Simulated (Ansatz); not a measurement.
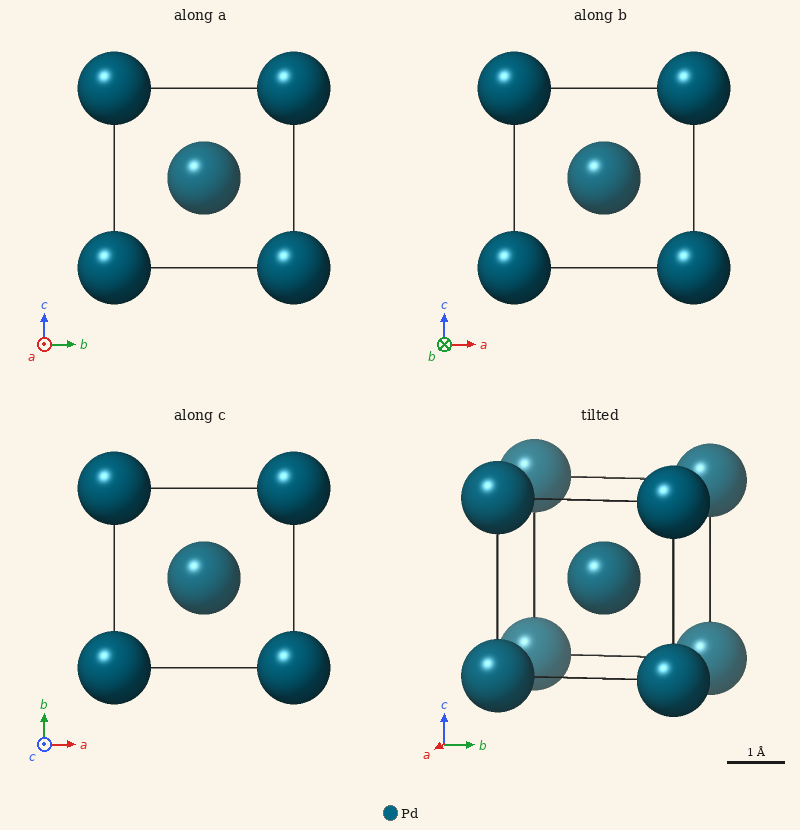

Structure drawing (spheres-only), viewed along the a axis, along the b axis, along the c axis and slightly off an axis. The frame is the conventional unit cell; atoms at its boundary are shown with their periodic copies.

Lattice parameters: a = 3.1898 Å, b = 3.1898 Å, c = 3.1898 Å, α = 90.000°, β = 90.000°, γ = 90.000°.

**Record the structure as a CIF with its space group and independent sites.**

```cif
data_structure
_symmetry_space_group_name_H-M 'I m -3 m'
_symmetry_Int_Tables_number 229
_cell_length_a 3.1898
_cell_length_b 3.1898
_cell_length_c 3.1898
_cell_angle_alpha 90.000
_cell_angle_beta 90.000
_cell_angle_gamma 90.000
_cell_volume 32.46
loop_
_atom_site_label
_atom_site_type_symbol
_atom_site_symmetry_multiplicity
_atom_site_Wyckoff_symbol
_atom_site_fract_x
_atom_site_fract_y
_atom_site_fract_z
_atom_site_occupancy
Pd1 Pd 2 a 0.0000 0.0000 0.0000 1
```

The cell started as a structure type filled with this element by a generator (whether the element takes this form wasn't checked). Earlier steps of the study may have refined or changed the cell and positions. It went into a calculation with Ansatz.

At this level of theory the cell isn't at rest (stretched, at -11 GPa), so its distances can differ from those at equilibrium, the more so the softer the solid.
